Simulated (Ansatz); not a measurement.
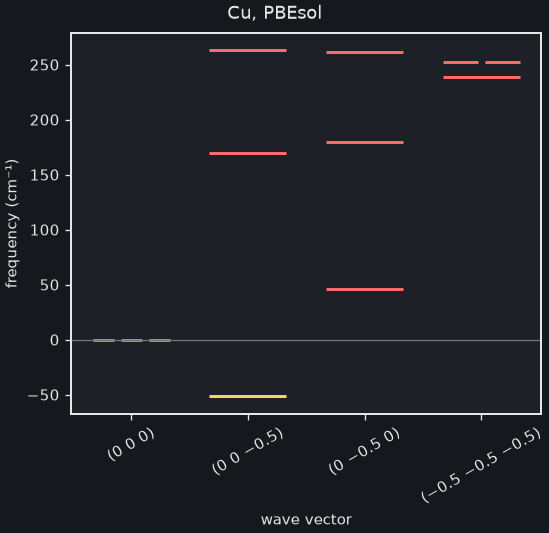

The plot gives the computed phonon frequencies at several wave vectors (in fractions of the reciprocal vectors of the given cell) for Cu, space group I4/mmm (No. 139). Imaginary frequencies are drawn as negative.

Structure:
```xyz
1
Lattice="-1.4441 1.4441 1.3626 1.4441 -1.4441 1.3626 1.4441 1.4441 -1.3626" Properties=species:S:1:pos:R:3 pbc="T T T"
Cu    0.0000    0.0000    0.0000
```

Method: harmonic phonon frequencies at the irreducible points of a q mesh with atoms at rest in the given cell, q in fractions of the reciprocal cell vectors, no long-range term at q = 0, imaginary frequencies are negative, the first points where there are many; plane waves with PAW datasets (Ansatz 0.2.0). Level: PBEsol, no spin polarisation.

wave cutoff 420 eV; k mesh 24×24×24; occupations Fermi–Dirac; smearing width 0.15 eV; pressure 0 GPa; phonon method linear response; q mesh 2×2×2.

Q: Are there unstable modes?

A: Imaginary modes appear at (0 0 −0.5), the softest at 51.5i cm⁻¹, so the structure is dynamically unstable.

Q: Where does the highest mode lie?

A: The highest mode among the wave vectors computed lies at 263.0 cm⁻¹, at (0 0 −0.5).

Caveats: levels loosely converged; metal sensitive to the k mesh; vibrations at or below zero.

The computed values:

```csv
at,frequency (cm⁻¹)
(0 0 0),0.0
(0 0 0),0.0
(0 0 0),0.0
(0 0 -0.5),-51.5
(0 0 -0.5),169.7
(0 0 -0.5),263.0
(0 -0.5 0),46.0
(0 -0.5 0),179.4
(0 -0.5 0),262.0
(-0.5 -0.5 -0.5),239.1
(-0.5 -0.5 -0.5),252.2
(-0.5 -0.5 -0.5),252.2
```
